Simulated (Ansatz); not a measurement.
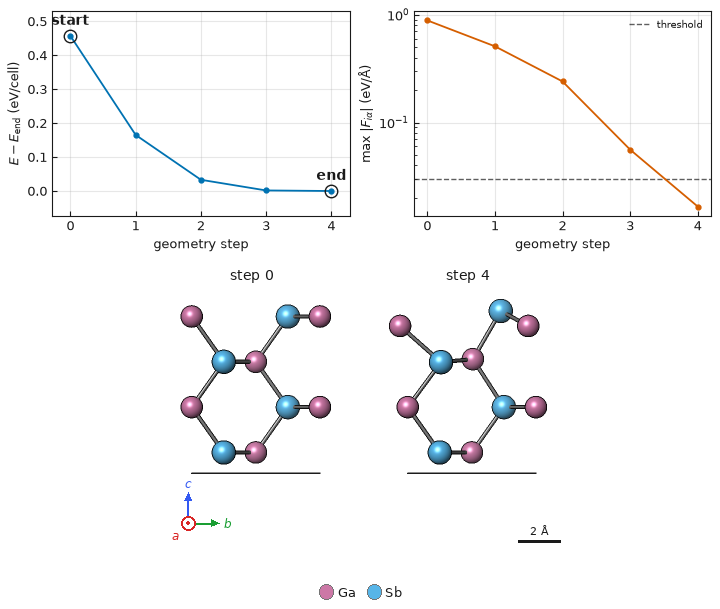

First and last geometry of a constrained relaxation of a slab of composition GaSb (cut from the F-43m phase), with the history of the run. The picture is a ball-and-stick view of the 2 × 1 repeat of the cell, outlined in the plane, without the vacuum, seen along the a axis.

Case: clean slab, lower half held. The slab is the (1 1 0) face of GaSb. 4 atoms are held fixed.

The calculation used DFT PBEsol, scalar-relativistic, plane waves, PAW (Ansatz 0.2.0). Settings: plane-wave cutoff 420 eV; k-point mesh 7 × 5 × 1; occupations gaussian; smearing width 0.1 eV; no spin polarisation; dipole correction; atoms relaxed in a fixed cell; force threshold 0.03 eV/Å; at most 70 steps.

Q: Read the history and describe the run.

A: It converged. The atom that moves furthest is a Ga atom (0.58 Å at 39° to the normal (−c side)). By element the largest moves are Ga 0.58 Å, Sb 0.30 Å. The cell doesn't change. Among the contacts that change: Ga–Sb 2.646 → 2.723 Å, Ga–Sb 2.646 → 2.606 Å, Ga–Sb 2.646 → 2.667 Å. Bond angles that change, for instance: Ga–Sb–Ga 109.5° → 90.8°, Ga–Sb–Ga 109.5° → 95.0°, Sb–Ga–Sb 109.5° → 123.7°. After 4 geometry steps the energy has fallen by 0.457 eV per cell of the calculation. The largest force component goes from 0.89 to 0.017 eV/Å.
